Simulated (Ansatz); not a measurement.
## Si: geometry relaxation (part 1 of 2)

Si (6 atoms in the cell), computed with DFT PBE, scalar-relativistic, plane waves, PAW, no spin polarisation (Ansatz 0.2.0).

The structure was made by a generator, so it may or may not be a known phase.

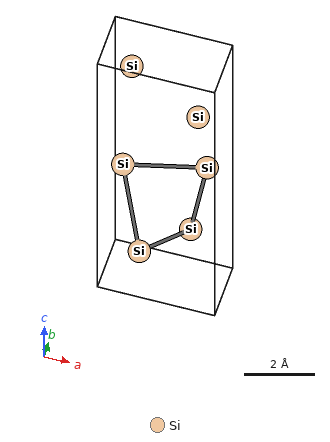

**Figure 1.** The starting structure (ball-and-stick view of the cell of the calculation, seen at an oblique angle). Near neighbours in the crystal (not all of them lie inside the picture): Si has 5 Si at 2.44 to 2.57 Å.

### Input
```yaml
crystal:
  lattice:
    - [4.2307610512, 0.0, 0.0]
    - [-2.1153805256, 3.6639465477, 0.0]
    - [0.0, 0.0, 6.7893235603]
  atoms:
    - { symbol: Si, position: [0.1662225901, 0.8337774099, 0.8333333333] }
    - { symbol: Si, position: [0.1662225901, 0.3324451802, 0.5] }
    - { symbol: Si, position: [0.6675548198, 0.8337774099, 0.1666666667] }
    - { symbol: Si, position: [0.8337774099, 0.1662225901, 0.8333333333] }
    - { symbol: Si, position: [0.8337774099, 0.6675548198, 0.5] }
    - { symbol: Si, position: [0.3324451802, 0.1662225901, 0.1666666667] }
basis:
  ecutwfc: 420
kpoints:
  mp_grid: { grid: [12, 12, 6] }
hamiltonian:
  xc: pbe
scf:
  occupations: { method: gaussian, width: 0.1 }
output:
  forces: true
  stress: true
  eigenvalues: true
  write_density: true
  write_potential: true
  elf: true
  volumetric_format: npy
relax:
  adjacent_minimum: "off"
  f_tol: 0.01
  max_steps: 80
  cell: { stress_tol: 0.05 }
```

Hardware: 1 thread of Arm Neoverse V1, 24 GiB of memory available, shared host.

Command:
```bash
ansatz run input.yaml --threads 1 --pin off --max-ram 2560MiB --backend cpu --events-out ev --progress --plain --runs-dir out
```

### What the program printed
```
Engine: ansatz 0.2.0, aarch64-unknown-linux-gnu
Pseudopotentials: kind: paw
Pseudopotential: Si, paw, valence charge 4, recommended cutoff 420 eV (normal), Si.paw.azcp
Functional definition: PBE
  parameter kappa = 0.804
  parameter beta = 0.06672455060314922
  exchange = pbe_x(kappa = kappa, mu = beta*pi^2/3)
  correlation = pbe_c(beta = beta)
Crystal: 6 atoms, lattice volume = 105.243 Å³
Basis set: ecut = 420 eV, 2045 PW (Γ), exchange–correlation on 60×60×96 points (8 copies of the dense FFT grid, shifted against one another)
Bands: 18, of which v1, the nominal top of the filled ones, is band 12 counted from 1 (11 counted from 0)
Symmetry: 12 space group operations
Space group: P6222 (ITA 180), of the structure as read, at distance tolerance 4.7e-5 Å
k-points: 76 of 864 (time reversal used)
Non-local potential: Si, projectors of the file, l = 0: 2, l = 1: 2, l = 2: 2
PAW form: soft (Blöchl's): semilocal exchange-correlation on the pseudo side does not see the compensation charge
PAW one-centre angular grid: Si, 110 points (default); XC on 64 Gauss nodes
Initial density: superposition of atomic densities (neutral atoms: chi_scale 0, normalization atom), corrected by the library's trained network
Initial wavefunctions: pseudopotential atomic-orbital guess
Functional: x = pbe(κ = 0.804, μ = 0.2195149727645171), c = pbe(β = 0.06672455060314922)
SCF iter   1: F=—  HF=-3811.823456 eV  |F-HF|=—  |Δ(HF+E_count)|=         —  Δρ=3.02e-3  dr2=1.19e-2  ethr=1.77e-3  ⟨swp⟩=6.5  Hψ=8543  notcnv=0
preconditioner: auto → Kerker (q_TF=auto, 2.133 Å⁻¹)  [metal: Δε(μ)=0.032 eV  Ē_g=7.565 eV  σ=0.100 eV  W_gap=0.18  n_scr=22 (ndim 8)  ℏωp=17.7 eV  f_vac=0.000  D(μ)=1.96/eV (n_scr^D=8)]
SCF iter   2: F=—  HF=-3811.823545 eV  |F-HF|=—  |Δ(HF+E_count)|=   8.92e-5  Δρ=1.76e-3  dr2=3.94e-3  ethr=4.94e-5  ⟨swp⟩=1.8  Hψ=2495  notcnv=0
SCF iter   3: F=—  HF=-3811.823656 eV  |F-HF|=—  |Δ(HF+E_count)|=   1.11e-4  Δρ=2.01e-4  dr2=4.82e-5  ethr=1.64e-5  ⟨swp⟩=2.4  Hψ=2053  notcnv=0
SCF iter   4: F=—  HF=-3811.823657 eV  |F-HF|=—  |Δ(HF+E_count)|=   1.54e-6  Δρ=6.60e-5  dr2=5.95e-6  ethr=2.01e-7  ⟨swp⟩=2.3  Hψ=2191  notcnv=0
SCF iter   5: F=—  HF=-3811.823662 eV  |F-HF|=—  |Δ(HF+E_count)|=   4.83e-6  Δρ=1.87e-5  dr2=4.02e-7  ethr=2.48e-8  ⟨swp⟩=2.4  Hψ=2157  notcnv=0
SCF iter   6: F=-3811.823662 eV  HF=-3811.823662 eV  |F-HF|=8.56e-9  |Δ(HF+E_count)|=   2.37e-7  Δρ=3.13e-6  dr2=1.08e-8  ethr=4.17e-10  ⟨swp⟩=13.0  Hψ=10944  notcnv=0
SCF 1 converged in 6 iterations: F = -3811.823662 eV  dr2 = 1.08e-8
  greatest PAW one-centre occupation: 0.664 electrons in one spin orbital (limit 2), on the Si atom at site 3 (counted from 0), in its partial waves of l = 0
relax step   1: F+E_penalty+E_count = -3811.82366228 eV  Δ(F+E_penalty+E_count) = +0.000e0 eV  max|allowed force component| = 6.282e-2 eV/Å  Δτ_max = 0.0000 Å  P = +0.102 GPa  Ω = 105.243 Å³  (6 SCF iters, dr2 threshold 1.00e-7 eV, accepted)
Crystal: 6 atoms, lattice volume = 105.719 Å³
Basis set: ecut = 420 eV, 2057 PW (Γ), exchange–correlation on 60×60×96 points (8 copies of the dense FFT grid, shifted against one another)
Initial density: handed on by an earlier stage of this run
Initial wavefunctions: those handed on with the density
iter 1 solved again at ethr=5.54e-6 eV; its pass at ethr=3.10e-3 eV (dr2=1.33e-3 eV) is discarded
SCF iter   1: F=—  HF=-3811.842125 eV  |F-HF|=—  |Δ(HF+E_count)|=         —  Δρ=1.26e-3  dr2=1.65e-3  ethr=5.54e-6  ⟨swp⟩=2.0  Hψ=9271  notcnv=0
preconditioner: auto → Kerker (q_TF=auto, 2.131 Å⁻¹)  [metal: Δε(μ)=0.035 eV  Ē_g=7.554 eV  σ=0.100 eV  W_gap=0.19  n_scr=22 (ndim 8)  ℏωp=17.7 eV  f_vac=0.000  D(μ)=2.01/eV (n_scr^D=10)]
SCF iter   2: F=—  HF=-3811.841764 eV  |F-HF|=—  |Δ(HF+E_count)|=   3.61e-4  Δρ=7.37e-4  dr2=5.64e-4  ethr=5.54e-6  ⟨swp⟩=1.0  Hψ=1368  notcnv=0
SCF iter   3: F=—  HF=-3811.841563 eV  |F-HF|=—  |Δ(HF+E_count)|=   2.01e-4  Δρ=3.79e-5  dr2=1.29e-6  ethr=2.35e-6  ⟨swp⟩=2.1  Hψ=2296  notcnv=0
SCF iter   4: F=-3811.841563 eV  HF=-3811.841563 eV  |F-HF|=3.37e-8  |Δ(HF+E_count)|=   3.20e-7  Δρ=9.55e-6  dr2=1.33e-7  ethr=2.50e-9  ⟨swp⟩=10.9  Hψ=10898  notcnv=0
SCF 2 converged in 4 iterations: F = -3811.841563 eV  dr2 = 1.33e-7
  greatest PAW one-centre occupation: 0.664 electrons in one spin orbital (limit 2), on the Si atom at site 1 (counted from 0), in its partial waves of l = 0
relax step   2: F+E_penalty+E_count = -3811.84156320 eV  Δ(F+E_penalty+E_count) = -1.790e-2 eV  max|allowed force component| = 3.198e-2 eV/Å  Δτ_max = 0.0011 Å  P = -0.058 GPa  Ω = 105.719 Å³  energy of the carried Pulay correction = -6.342e-5 eV  (4 SCF iters, dr2 threshold 6.00e-7 eV, accepted)
Crystal: 6 atoms, lattice volume = 105.342 Å³
Basis set: ecut = 420 eV, 2033 PW (Γ), exchange–correlation on 60×60×96 points (8 copies of the dense FFT grid, shifted against one another)
iter 1 solved again at ethr=6.49e-5 eV; its pass at ethr=3.10e-3 eV (dr2=1.56e-2 eV) is discarded
SCF iter   1: F=—  HF=-3811.876928 eV  |F-HF|=—  |Δ(HF+E_count)|=         —  Δρ=4.12e-3  dr2=1.65e-2  ethr=6.49e-5  ⟨swp⟩=1.0  Hψ=9590  notcnv=0
preconditioner: auto → Kerker (q_TF=auto, 2.132 Å⁻¹)  [metal: Δε(μ)=0.048 eV  Ē_g=7.607 eV  σ=0.100 eV  W_gap=0.26  n_scr=22 (ndim 8)  ℏωp=17.7 eV  f_vac=0.000  D(μ)=1.83/eV (n_scr^D=8)]
SCF iter   2: F=—  HF=-3811.873333 eV  |F-HF|=—  |Δ(HF+E_count)|=   3.59e-3  Δρ=2.42e-3  dr2=5.78e-3  ethr=6.49e-5  ⟨swp⟩=1.0  Hψ=1368  notcnv=0
SCF iter   3: F=—  HF=-3811.871528 eV  |F-HF|=—  |Δ(HF+E_count)|=   1.81e-3  Δρ=1.55e-4  dr2=3.09e-5  ethr=2.41e-5  ⟨swp⟩=2.0  Hψ=2293  notcnv=0
SCF iter   4: F=—  HF=-3811.871519 eV  |F-HF|=—  |Δ(HF+E_count)|=   8.56e-6  Δρ=4.64e-5  dr2=3.97e-6  ethr=1.29e-7  ⟨swp⟩=2.3  Hψ=2319  notcnv=0
SCF iter   5: F=-3811.871521 eV  HF=-3811.871521 eV  |F-HF|=9.45e-8  |Δ(HF+E_count)|=   1.64e-6  Δρ=9.52e-6  dr2=9.26e-8  ethr=2.50e-9  ⟨swp⟩=11.2  Hψ=11359  notcnv=0
SCF 3 converged in 5 iterations: F = -3811.871521 eV  dr2 = 9.26e-8
  greatest PAW one-centre occupation: 0.662 electrons in one spin orbital (limit 2), on the Si atom at site 5 (counted from 0), in its partial waves of l = 0
relax step   3: F+E_penalty+E_count = -3811.87152113 eV  Δ(F+E_penalty+E_count) = -2.996e-2 eV  max|allowed force component| = 8.720e-2 eV/Å  Δτ_max = 0.0030 Å  P = +1.060 GPa  Ω = 105.342 Å³  energy of the carried Pulay correction = -1.319e-5 eV  (5 SCF iters, dr2 threshold 6.00e-7 eV, accepted)
Crystal: 6 atoms, lattice volume = 109.464 Å³
Basis set: ecut = 420 eV, 2101 PW (Γ), exchange–correlation on 60×60×96 points (8 copies of the dense FFT grid, shifted against one another)
iter 1 solved again at ethr=4.19e-5 eV; its pass at ethr=3.10e-3 eV (dr2=1.01e-2 eV) is discarded
SCF iter   1: F=—  HF=-3811.866063 eV  |F-HF|=—  |Δ(HF+E_count)|=         —  Δρ=2.98e-3  dr2=1.04e-2  ethr=4.19e-5  ⟨swp⟩=1.2  Hψ=9741  notcnv=0
preconditioner: auto → Kerker (q_TF=auto, 2.119 Å⁻¹)  [metal: Δε(μ)=0.022 eV  Ē_g=7.478 eV  σ=0.100 eV  W_gap=0.12  n_scr=22 (ndim 8)  ℏωp=17.4 eV  f_vac=0.000  D(μ)=1.79/eV (n_scr^D=4)]
SCF iter   2: F=—  HF=-3811.863917 eV  |F-HF|=—  |Δ(HF+E_count)|=   2.15e-3  Δρ=1.78e-3  dr2=3.80e-3  ethr=4.19e-5  ⟨swp⟩=1.0  Hψ=1368  notcnv=0
SCF iter   3: F=—  HF=-3811.862764 eV  |F-HF|=—  |Δ(HF+E_count)|=   1.15e-3  Δρ=1.32e-4  dr2=1.39e-5  ethr=1.58e-5  ⟨swp⟩=2.7  Hψ=2326  notcnv=0
SCF iter   4: F=—  HF=-3811.862803 eV  |F-HF|=—  |Δ(HF+E_count)|=   3.84e-5  Δρ=2.99e-5  dr2=1.29e-6  ethr=2.50e-9  ⟨swp⟩=12.1  Hψ=11904  notcnv=0
SCF iter   5: F=-3811.862803 eV  HF=-3811.862803 eV  |F-HF|=2.05e-8  |Δ(HF+E_count)|=   1.32e-7  Δρ=5.21e-6  dr2=4.76e-8  ethr=2.50e-9  ⟨swp⟩=8.9  Hψ=8708  notcnv=0
SCF 4 converged in 5 iterations: F = -3811.862803 eV  dr2 = 4.76e-8
  greatest PAW one-centre occupation: 0.660 electrons in one spin orbital (limit 2), on the Si atom at site 5 (counted from 0), in its partial waves of l = 0
relax step   4: F+E_penalty+E_count = -3811.86280270 eV  Δ(F+E_penalty+E_count) = +8.718e-3 eV  max|allowed force component| = 8.852e-2 eV/Å  Δτ_max = 0.0061 Å  P = -1.254 GPa  Ω = 109.464 Å³  energy of the carried Pulay correction = -5.529e-4 eV  (5 SCF iters, dr2 threshold 6.00e-7 eV, rejected (line search))
Crystal: 6 atoms, lattice volume = 107.127 Å³
Basis set: ecut = 420 eV, 2047 PW (Γ), exchange–correlation on 60×60×96 points (8 copies of the dense FFT grid, shifted against one another)
iter 1 solved again at ethr=1.32e-5 eV; its pass at ethr=3.10e-3 eV (dr2=3.17e-3 eV) is discarded
SCF iter   1: F=—  HF=-3811.881308 eV  |F-HF|=—  |Δ(HF+E_count)|=         —  Δρ=1.76e-3  dr2=3.30e-3  ethr=1.32e-5  ⟨swp⟩=1.4  Hψ=9683  notcnv=0
preconditioner: auto → Kerker (q_TF=auto, 2.126 Å⁻¹)  [metal: Δε(μ)=0.061 eV  Ē_g=7.544 eV  σ=0.100 eV  W_gap=0.32  n_scr=22 (ndim 8)  ℏωp=17.6 eV  f_vac=0.000  D(μ)=1.75/eV (n_scr^D=2)]
SCF iter   2: F=—  HF=-3811.880640 eV  |F-HF|=—  |Δ(HF+E_count)|=   6.68e-4  Δρ=1.05e-3  dr2=1.18e-3  ethr=1.32e-5  ⟨swp⟩=1.0  Hψ=1368  notcnv=0
SCF iter   3: F=—  HF=-3811.880287 eV  |F-HF|=—  |Δ(HF+E_count)|=   3.53e-4  Δρ=6.88e-5  dr2=3.53e-6  ethr=4.93e-6  ⟨swp⟩=2.3  Hψ=2298  notcnv=0
SCF iter   4: F=—  HF=-3811.880289 eV  |F-HF|=—  |Δ(HF+E_count)|=   2.01e-6  Δρ=1.62e-5  dr2=3.48e-7  ethr=1.47e-8  ⟨swp⟩=2.3  Hψ=2310  notcnv=0
SCF iter   5: F=—  HF=-3811.880288 eV  |F-HF|=—  |Δ(HF+E_count)|=   1.27e-7  Δρ=2.83e-6  dr2=1.35e-8  ethr=1.45e-9  ⟨swp⟩=2.1  Hψ=2292  notcnv=0
SCF iter   6: F=—  HF=-3811.880288 eV  |F-HF|=—  |Δ(HF+E_count)|=   6.98e-9  Δρ=5.03e-7  dr2=4.30e-10  ethr=5.64e-11  ⟨swp⟩=2.9  Hψ=2337  notcnv=0
SCF iter   7: F=-3811.880288 eV  HF=-3811.880288 eV  |F-HF|=1.64e-11  |Δ(HF+E_count)|=  3.53e-10  Δρ=1.13e-7  dr2=1.42e-11  ethr=1.00e-12  ⟨swp⟩=6.3  Hψ=6511  notcnv=0
SCF 5 converged in 7 iterations: F = -3811.880288 eV  dr2 = 1.42e-11
  greatest PAW one-centre occupation: 0.661 electrons in one spin orbital (limit 2), on the Si atom at site 3 (counted from 0), in its partial waves of l = 0
relax step   5: F+E_penalty+E_count = -3811.88028841 eV  Δ(F+E_penalty+E_count) = -8.767e-3 eV  max|allowed force component| = 1.226e-2 eV/Å  Δτ_max = 0.0039 Å  P = -0.061 GPa  Ω = 107.127 Å³  energy of the carried Pulay correction = -2.495e-4 eV  (7 SCF iters, accepted)
Crystal: 6 atoms, lattice volume = 107.080 Å³
Basis set: ecut = 420 eV, 2041 PW (Γ), exchange–correlation on 60×60×96 points (8 copies of the dense FFT grid, shifted against one another)
iter 1 solved again at ethr=6.12e-8 eV; its pass at ethr=3.10e-3 eV (dr2=1.47e-5 eV) is discarded
SCF iter   1: F=—  HF=-3811.880353 eV  |F-HF|=—  |Δ(HF+E_count)|=         —  Δρ=1.25e-4  dr2=1.88e-5  ethr=6.12e-8  ⟨swp⟩=2.0  Hψ=8979  notcnv=0
preconditioner: auto → Kerker (q_TF=auto, 2.126 Å⁻¹)  [metal: Δε(μ)=0.056 eV  Ē_g=7.548 eV  σ=0.100 eV  W_gap=0.29  n_scr=22 (ndim 8)  ℏωp=17.6 eV  f_vac=0.000  D(μ)=1.75/eV (n_scr^D=2)]
SCF iter   2: F=—  HF=-3811.880348 eV  |F-HF|=—  |Δ(HF+E_count)|=   4.75e-6  Δρ=7.14e-5  dr2=6.17e-6  ethr=6.12e-8  ⟨swp⟩=1.0  Hψ=1368  notcnv=0
SCF iter   3: F=—  HF=-3811.880346 eV  |F-HF|=—  |Δ(HF+E_count)|=   2.00e-6  Δρ=6.23e-6  dr2=6.01e-8  ethr=2.57e-8  ⟨swp⟩=2.5  Hψ=2311  notcnv=0
SCF iter   4: F=-3811.880346 eV  HF=-3811.880346 eV  |F-HF|=1.36e-9  |Δ(HF+E_count)|=   1.46e-8  Δρ=1.61e-6  dr2=3.71e-9  ethr=7.90e-11  ⟨swp⟩=8.1  Hψ=7836  notcnv=0
SCF 6 converged in 4 iterations: F = -3811.880346 eV  dr2 = 3.71e-9
  greatest PAW one-centre occupation: 0.661 electrons in one spin orbital (limit 2), on the Si atom at site 5 (counted from 0), in its partial waves of l = 0
relax step   6: F+E_penalty+E_count = -3811.88034622 eV  Δ(F+E_penalty+E_count) = -5.781e-5 eV  max|allowed force component| = 7.597e-4 eV/Å  Δτ_max = 0.0006 Å  P = +0.003 GPa  Ω = 107.080 Å³  energy of the carried Pulay correction = -2.433e-4 eV  (4 SCF iters, dr2 threshold 1.89e-8 eV, accepted)
Basis set: ecut = 420 eV, 2041 PW (Γ), exchange–correlation on 60×60×100 points (8 copies of the dense FFT grid, shifted against one another)
Initial wavefunctions: pseudopotential atomic-orbital guess (no wavefunctions were taken with the density)
iter 1 solved again at ethr=8.47e-8 eV; its pass at ethr=3.10e-3 eV (dr2=2.03e-5 eV) is discarded
SCF iter   1: F=—  HF=-3811.881351 eV  |F-HF|=—  |Δ(HF+E_count)|=         —  Δρ=4.87e-5  dr2=2.21e-7  ethr=8.47e-8  ⟨swp⟩=3.2  Hψ=12548  notcnv=0
preconditioner: auto → Kerker (q_TF=auto, 2.126 Å⁻¹)  [metal: Δε(μ)=0.056 eV  Ē_g=7.547 eV  σ=0.100 eV  W_gap=0.29  n_scr=22 (ndim 8)  ℏωp=17.6 eV  f_vac=0.000  D(μ)=1.75/eV (n_scr^D=2)]
SCF iter   2: F=—  HF=-3811.881314 eV  |F-HF|=—  |Δ(HF+E_count)|=   3.74e-5  Δρ=2.58e-5  dr2=6.42e-8  ethr=9.22e-10  ⟨swp⟩=2.0  Hψ=2290  notcnv=0
SCF iter   3: F=—  HF=-3811.881315 eV  |F-HF|=—  |Δ(HF+E_count)|=   1.18e-6  Δρ=7.11e-7  dr2=2.85e-10  ethr=2.68e-10  ⟨swp⟩=2.0  Hψ=2291  notcnv=0
SCF iter   4: F=—  HF=-3811.881315 eV  |F-HF|=—  |Δ(HF+E_count)|=  4.20e-10  Δρ=2.42e-7  dr2=6.32e-11  ethr=1.00e-12  ⟨swp⟩=7.6  Hψ=7946  notcnv=0
SCF iter   5: F=-3811.881315 eV  HF=-3811.881315 eV  |F-HF|=0.00e0  |Δ(HF+E_count)|=  7.37e-11  Δρ=6.24e-8  dr2=3.84e-12  ethr=1.00e-12  ⟨swp⟩=5.8  Hψ=5553  notcnv=0
SCF 7 converged in 5 iterations: F = -3811.881315 eV  dr2 = 3.84e-12
relax step   7: F+E_penalty+E_count = -3811.88131505 eV  Δ(F+E_penalty+E_count) = -9.688e-4 eV  max|allowed force component| = 6.373e-4 eV/Å  Δτ_max = 0.0000 Å  P = +0.017 GPa  Ω = 107.080 Å³  stress off target by 4.20e-2 GPa  SCF on the basis re-selected at this cell (its energy is not comparable with the rows above)  (5 SCF iters)
```

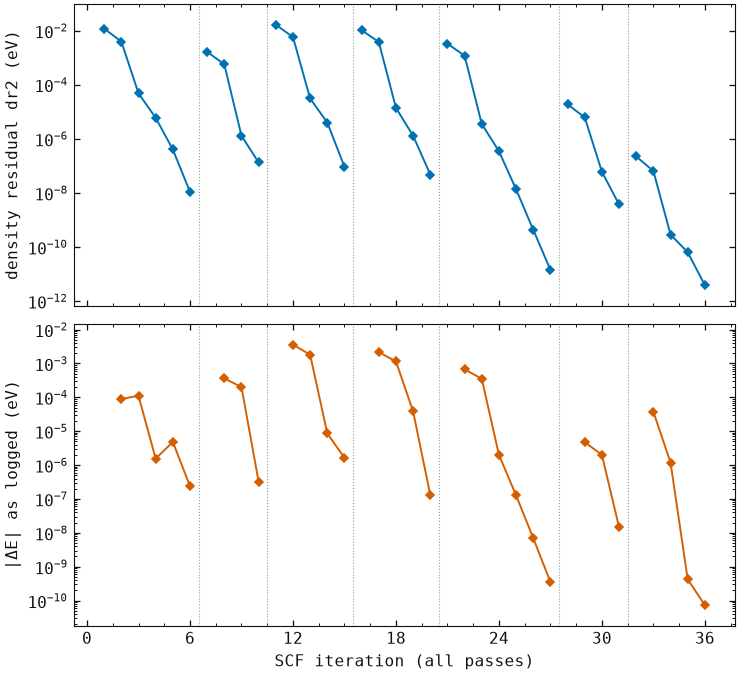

**Figure 2.** Convergence of the self-consistent field: density residual dr2 and size of the energy change against the SCF iteration. The dotted lines part the SCF passes of the relaxation: geometry steps, rejected trials and re-solves on a re-selected basis. The 7 passes take 4 to 7 iterations each, 36 in all.
